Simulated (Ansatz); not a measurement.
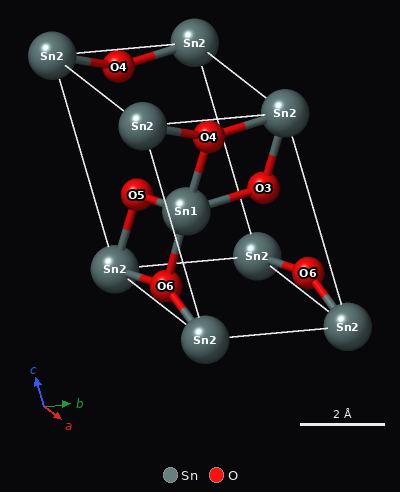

Fig. 1: The structure (ball-and-stick view of the reduced cell, seen at an oblique angle; atoms are numbered from 1 in the order of the input). Near neighbours in the crystal (not all of them lie inside the picture): Sn has 6 O at 2.04 to 2.15 Å; O has 3 Sn at 2.04 to 2.15 Å.

## What a change does: single-point calculation on SnO2

System: SnO2 (P1, 6 atoms in the cell).
Method of run A: DFT, PBE, plane waves, PAW, no spin polarisation (Ansatz 0.2.0).

The structure derives from a Materials Project entry. Text and figures count atoms from 1; the logs count them from 0 in places.

Input file, run A:
```yaml
crystal:
  lattice:
    - [-1.9262644219, 1.8299631123, 4.9242803056]
    - [2.1728357503, -2.2549643067, 5.186893454]
    - [1.9357158448, 2.2644157295, -5.0904736771]
  atoms:
    - { symbol: Sn, position: [0.7538258994, 0.2465297772, 0.4992854418] }
    - { symbol: Sn, position: [-0.0017244187, -0.0020105795, -0.0023608009] }
    - { symbol: O, position: [0.7979072807, 0.797865186, 0.0004616346] }
    - { symbol: O, position: [0.9512720059, 0.4518469679, 0.4977346659] }
    - { symbol: O, position: [0.1993023972, 0.202875713, -0.0002154821] }
    - { symbol: O, position: [0.5494168355, 0.0528929356, 0.5050945406] }
kpoints:
  mp_grid: { grid: [10, 10, 10] }
hamiltonian:
  xc: pbe
scf:
  occupations: { method: gaussian, width: 0.05 }
  convergence: { dr2_threshold: 1.0e-08 }
output:
  forces: true
  eigenvalues: true
  stress: true
accuracy: high
```

Launched with:
```bash
ansatz run input.yaml --threads 2 --pin off --max-ram 5120MiB --backend cpu --events-out ev --progress --plain --runs-dir out
```

Hardware: 2 threads of Arm Neoverse V1, 24 GiB of memory available, shared host.

Output, shortened to warnings, some set-up lines, iterations and results (run A):
```
Warning: output.stress: scf.convergence.dr2_threshold = 1e-8 eV is looser than the 6e-10 eV advised for a printed stress (1e-10 eV for each atom of the cell: 6). What an SCF threshold leaves in a stress goes as its square root, and in the free energy as the threshold itself, and one threshold admits the most on a small cell: of the crystals measured, under no hybrid functional and no lock of the …
Basis set: ecut = 420 eV, 1655 PW (Γ), FFT grids on a1+a3, a2+a3, −a1, exchange–correlation on 64×64×90 points (8 copies of the dense FFT grid, shifted against one another)
Symmetry: 1 space group operations
k-points: 504 of 1000 (time reversal used)
Initial density: superposition of atomic densities (neutral atoms: chi_scale 0, normalization atom), corrected by the library's trained network
[...]
SCF iter   1: F=—  HF=-14317.354401 eV  |F-HF|=—  |Δ(HF+E_count)|=         —  Δρ=2.14e-3  dr2=1.83e-3  ethr=1.77e-3  ⟨swp⟩=6.2  Hψ=71642  notcnv=0  defer=44
SCF iter   2: F=—  HF=-14317.356673 eV  |F-HF|=—  |Δ(HF+E_count)|=   2.27e-3  Δρ=9.62e-4  dr2=2.82e-4  ethr=3.52e-6  ⟨swp⟩=2.0  Hψ=33476  notcnv=0  defer=98
SCF iter   3: F=—  HF=-14317.357075 eV  |F-HF|=—  |Δ(HF+E_count)|=   4.02e-4  Δρ=3.47e-4  dr2=5.01e-5  ethr=5.43e-7  ⟨swp⟩=2.2  Hψ=21845  notcnv=0  defer=4
SCF iter   4: F=—  HF=-14317.357137 eV  |F-HF|=—  |Δ(HF+E_count)|=   6.22e-5  Δρ=6.90e-5  dr2=2.81e-6  ethr=9.64e-8  ⟨swp⟩=2.0  Hψ=21972  notcnv=0  defer=4
SCF iter   5: F=—  HF=-14317.357139 eV  |F-HF|=—  |Δ(HF+E_count)|=   1.52e-6  Δρ=3.56e-5  dr2=7.82e-7  ethr=5.40e-9  ⟨swp⟩=2.7  Hψ=26587  notcnv=0  defer=4
SCF iter   6: F=—  HF=-14317.357139 eV  |F-HF|=—  |Δ(HF+E_count)|=   5.00e-7  Δρ=1.17e-5  dr2=8.28e-8  ethr=1.50e-9  ⟨swp⟩=2.0  Hψ=20404  notcnv=0  defer=4
SCF iter   7: F=—  HF=-14317.357140 eV  |F-HF|=—  |Δ(HF+E_count)|=   1.05e-7  Δρ=4.10e-6  dr2=1.12e-8  ethr=1.59e-10  ⟨swp⟩=3.0  Hψ=27982  notcnv=0  defer=4
SCF iter   8: F=-14317.357140 eV  HF=-14317.357140 eV  |F-HF|=2.34e-9  |Δ(HF+E_count)|=   1.39e-8  Δρ=2.59e-6  dr2=4.70e-9  ethr=1.92e-11  ⟨swp⟩=8.2  Hψ=64401  notcnv=0
SCF 1 converged in 8 iterations: F = -14317.357140 eV  dr2 = 4.70e-9
SCF converged after 8 iterations
Free energy (F): -14317.357140 eV
Harris-Foulkes:  -14317.357140 eV  (|F-HF|=2.34e-9)
Internal energy: -14317.357140 eV  (E = F + TS)
E sigma→0 (E₀):  -14317.357140 eV
Fermi energy:    7.305342 eV
--- Per-component energies (eV) ---
  E_band       = -243.732027
  E_kinetic    = 1078.781947
  E_local      = -3668.165185  (includes V_loc(G=0)·N_el)
  E_nonlocal   = 133.920927
  E_hartree    = 1831.149815
  E_xc         = -1053.473791
  E_vxc        = -561.843969  (∫ρ·V_xc dr)
  E_paw        = -8928.011108  (= ΣΔE_a)
  E_vpaw       = -888.735839  (= ΣTr[D̂ρ^β])
  E_aug_tail   = 0.009747  (compensation charges beyond the density's cutoff)
  E_ewald      = -3711.569493
  E_smearing   = -0.000000  (= −TS)
  E_closure    = 0.000000  (closes the sum)
  Σ components = -14317.357140   (vs F -14317.357140, Δ=0.00e0)
--- Forces (eV/Å), atoms counted from 1 ---
  atom   1  Sn     0.62972396     0.47881415     0.00382694
  atom   2  Sn    -0.38908822    -0.63088103     0.09278023
  atom   3  O     -0.01338095     0.07485657    -0.46790708
  atom   4  O     -0.11694258    -0.05673440     0.37757918
  atom   5  O      0.00464714     0.61491327     0.62493062
  atom   6  O     -0.11495533    -0.48097098    -0.63120445
  max |Σ_I F_I| component: 5.44e-6 eV/Å
--- Stress (GPa, compression-positive) ---
       -0.646342       0.084458      -4.312138
        0.084458      -0.204097       6.973995
       -4.312138       6.973995       7.303314
  P = ⅓ Tr σ = 2.1510 GPa (21.510 kbar)
```

For run B the input was changed thus:
```diff
+basis:
+  ecutwfc: 420
-  convergence: { dr2_threshold: 1.0e-08 }
-accuracy: high
```

How does run B compare with run A?

The energy doesn't change within 0.01 meV per atom. The SCF takes 6 iterations against 8.

Output, shortened to warnings, some set-up lines, iterations and results (run B):
```
Basis set: ecut = 420 eV, 1655 PW (Γ), FFT grids on a1+a3, a2+a3, −a1, exchange–correlation on 60×60×80 points (8 copies of the dense FFT grid, shifted against one another)
Symmetry: 1 space group operations
k-points: 504 of 1000 (time reversal used)
Initial density: superposition of atomic densities (neutral atoms: chi_scale 0, normalization atom), corrected by the library's trained network
[...]
SCF iter   1: F=—  HF=-14317.354397 eV  |F-HF|=—  |Δ(HF+E_count)|=         —  Δρ=2.14e-3  dr2=1.83e-3  ethr=1.77e-3  ⟨swp⟩=6.2  Hψ=71612  notcnv=0  defer=47
SCF iter   2: F=—  HF=-14317.356672 eV  |F-HF|=—  |Δ(HF+E_count)|=   2.28e-3  Δρ=9.62e-4  dr2=2.83e-4  ethr=3.52e-6  ⟨swp⟩=2.0  Hψ=33472  notcnv=0  defer=94
SCF iter   3: F=—  HF=-14317.357076 eV  |F-HF|=—  |Δ(HF+E_count)|=   4.04e-4  Δρ=3.47e-4  dr2=5.01e-5  ethr=5.43e-7  ⟨swp⟩=2.2  Hψ=21863  notcnv=0  defer=2
SCF iter   4: F=—  HF=-14317.357137 eV  |F-HF|=—  |Δ(HF+E_count)|=   6.15e-5  Δρ=6.88e-5  dr2=2.81e-6  ethr=9.63e-8  ⟨swp⟩=2.0  Hψ=22193  notcnv=0  defer=2
SCF iter   5: F=—  HF=-14317.357139 eV  |F-HF|=—  |Δ(HF+E_count)|=   1.78e-6  Δρ=3.52e-5  dr2=7.66e-7  ethr=5.41e-9  ⟨swp⟩=2.8  Hψ=27222  notcnv=0  defer=2
SCF iter   6: F=-14317.357140 eV  HF=-14317.357139 eV  |F-HF|=8.20e-8  |Δ(HF+E_count)|=   5.14e-7  Δρ=1.15e-5  dr2=8.08e-8  ethr=1.92e-10  ⟨swp⟩=7.4  Hψ=74932  notcnv=0
SCF 1 converged in 6 iterations: F = -14317.357140 eV  dr2 = 8.08e-8
SCF converged after 6 iterations
Free energy (F): -14317.357140 eV
Harris-Foulkes:  -14317.357139 eV  (|F-HF|=8.20e-8)
Internal energy: -14317.357140 eV  (E = F + TS)
E sigma→0 (E₀):  -14317.357140 eV
Fermi energy:    7.305311 eV
--- Per-component energies (eV) ---
  E_band       = -243.729600
  E_kinetic    = 1078.784283
  E_local      = -3668.167149  (includes V_loc(G=0)·N_el)
  E_nonlocal   = 133.921139
  E_hartree    = 1831.149615
  E_xc         = -1053.474001
  E_vxc        = -561.844276  (∫ρ·V_xc dr)
  E_paw        = -8928.011282  (= ΣΔE_a)
  E_vpaw       = -888.736078  (= ΣTr[D̂ρ^β])
  E_aug_tail   = 0.009747  (compensation charges beyond the density's cutoff)
  E_ewald      = -3711.569493
  E_smearing   = -0.000000  (= −TS)
  E_closure    = -0.000000  (closes the sum)
  Σ components = -14317.357140   (vs F -14317.357140, Δ=0.00e0)
--- Forces (eV/Å), atoms counted from 1 ---
  atom   1  Sn     0.62974472     0.47883431     0.00380326
  atom   2  Sn    -0.38909726    -0.63090178     0.09280738
  atom   3  O     -0.01338760     0.07485296    -0.46791226
  atom   4  O     -0.11693678    -0.05673254     0.37758082
  atom   5  O      0.00465080     0.61490263     0.62490421
  atom   6  O     -0.11495374    -0.48096068    -0.63117507
  max |Σ_I F_I| component: 2.01e-5 eV/Å
--- Stress (GPa, compression-positive) ---
       -0.646459       0.084483      -4.312261
        0.084483      -0.204295       6.974257
       -4.312262       6.974259       7.303027
  P = ⅓ Tr σ = 2.1508 GPa (21.508 kbar)
```

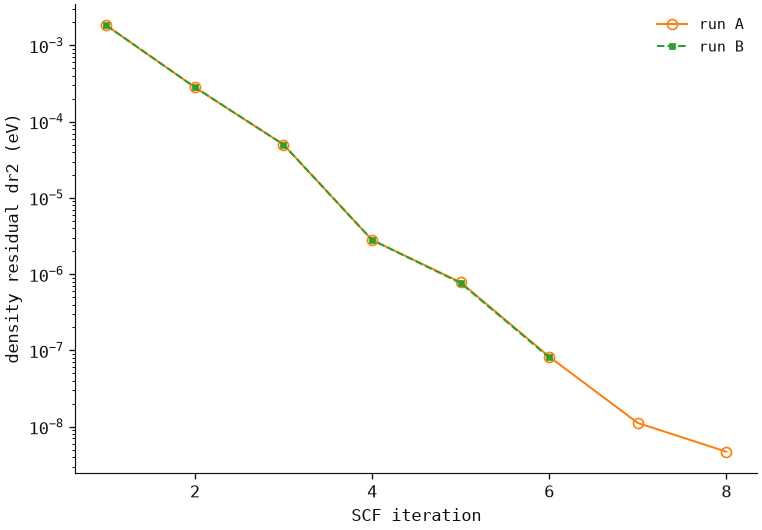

Fig. 2: Convergence of the two runs: density residual dr2 against the SCF iteration. Run A takes 8 iterations in all, and run B takes 6.

The two runs side by side:

| quantity | run A | run B |
| --- | --- | --- |
| outcome | converged | converged |
| free energy per atom (eV) | −2386.2262 | −2386.2262 |
| gap on the mesh (eV) | 1.33 | 1.33 |
| pressure (GPa) | 2.15 | 2.15 |
| largest force (eV/Å) | 0.877 | 0.877 |
| SCF iterations | 8 | 6 |
| irreducible k-points | 504 | 504 |
| plane waves at Γ | 1655 | 1655 |
| wall time (shared host) | 71 s | 68 s |

For run A: Warnings: the SCF threshold is looser than advised for the printed stress.
